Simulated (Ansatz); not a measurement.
```xyz
24
Lattice="4.8616 0.0000 0.0000 0.0000 4.8616 0.0000 0.0000 0.0000 28.3694" Properties=species:S:1:pos:R:3 pbc="T T T"
Mo    0.0000    2.4308    7.6722
Si    2.4308    2.4308    8.6022
Mo    1.2196    0.0000    8.7843
Mo    3.6420    0.0000    8.7843
Mo    0.0000    2.4308    9.9582
Si    0.0000    0.0000   11.1577
Mo    2.4308    1.2188   11.1415
Mo    2.4308    3.6428   11.1415
Mo    0.0000    2.4308   12.4204
Si    2.4308    2.4308   13.5699
Mo    1.2139    0.0000   13.5858
Mo    3.6476    0.0000   13.5858
Mo    0.0000    2.4308   14.8267
Si    0.0000    0.0000   16.0085
Mo    2.4308    1.2186   15.9895
Mo    2.4308    3.6430   15.9895
Mo    0.0000    2.4308   17.3303
Si    2.4308    2.4308   18.4049
Mo    1.2100    0.0000   18.3910
Mo    3.6516    0.0000   18.3910
Mo    0.0000    2.4308   19.8500
Si    0.0000    0.0000   20.7962
Mo    2.4308    1.1931   20.6716
Mo    2.4308    3.6685   20.6716
```

Computed without spin polarisation.

These are results of DFT PBEsol, scalar-relativistic, plane waves, PAW (Ansatz), not measurements.

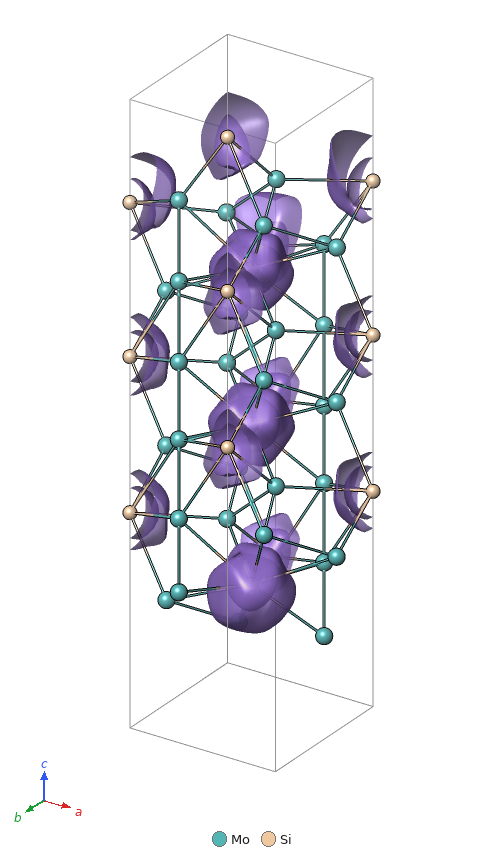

SiMo₃ (slab). Isosurface of the ELF at 0.6 (purple), seen at an oblique angle. Only the valence region is drawn (cores and ρ < 0.01 e/Å³ removed). Sticks mark near contacts.

### Describe the localisation domains.

The ELF exceeds this value in six regions wrapped around Si (the valence shell of each), counted in one cell of 24 atoms. Counts are for one cell; the picture repeats the cell along the surface.

Values along the shortest contacts:
Mo–Mo (2.29 Å): the ELF is about 0.40 at the midpoint. Si–Mo (2.58 Å): the ELF peaks at about 0.65 in the valence shell of Si, 0.9 Å from its nucleus, and is about 0.35 at the midpoint.

### Metal or insulator at this level of theory?

It is metallic or semimetallic at this level of theory: no gap opens.
